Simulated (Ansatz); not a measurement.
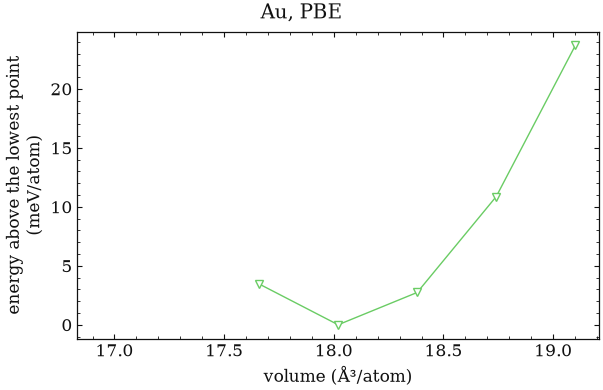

The picture above shows the energy above the lowest point against volume for Au, space group Im-3m (No. 229) (one of a set of cubic test structures, which need not be the stable phase).

How it was computed, with Ansatz 0.2.0 development build: equation of state of a cubic crystal from periodic Kohn-Sham density functional theory without spin, third-order Birch-Murnaghan fit to the free energies; pressure corrected for the finite basis. Level: PBE, no spin-orbit coupling.

```csv
setting,value
structure type,bcc
atoms in cell,1
space group number,229
lattice centring,body-centred primitive
k mesh,46×46×46
occupation method,Fermi–Dirac
occupation width,0.06123 eV
wave cutoff,420 eV
datasets,soft-1 PAW
density tolerance,1e-07 eV
bands,14
density cutoff ratio,4
search for lower states,default
```

The points at volume 16.94 Å³/atom and 17.30 Å³/atom are left out of the plot. What values does the calculation give there?

```json
{"volume (Å³/atom)": "16.94", "energy above the lowest point (meV/atom)": "32.8"}
{"volume (Å³/atom)": "17.30", "energy above the lowest point (meV/atom)": "14.1"}
```

Caveats: cubic model structure, not the ambient form.
